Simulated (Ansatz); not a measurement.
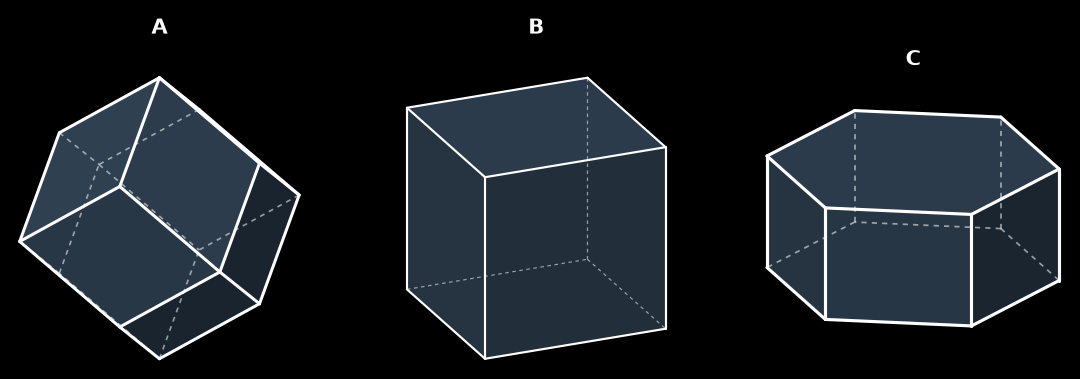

First Brillouin zones computed for the structures below (computed or model cells, partly hypothetical), each scaled to its frame and seen from the same direction (third Cartesian axis up).

> Match each zone to its crystal.
1. Nb, P6_3/mmc (No. 194), a = 2.87 Å, b = 2.87 Å, c = 5.24 Å, α = 90.00°, β = 90.00°, γ = 120.00°
2. B, Im-3m, No. 229, a = 2.31 Å, b = 2.31 Å, c = 2.31 Å, α = 90.00°, β = 90.00°, γ = 90.00°
3. Fe, Pm-3n (No. 223), a = 4.59 Å, b = 4.59 Å, c = 4.59 Å, α = 90.00°, β = 90.00°, γ = 90.00°

A is 2 (body-centred cubic, a rhombic dodecahedron); B is 3 (simple cubic, a parallelepiped); C is 1 (primitive hexagonal, a hexagonal prism).
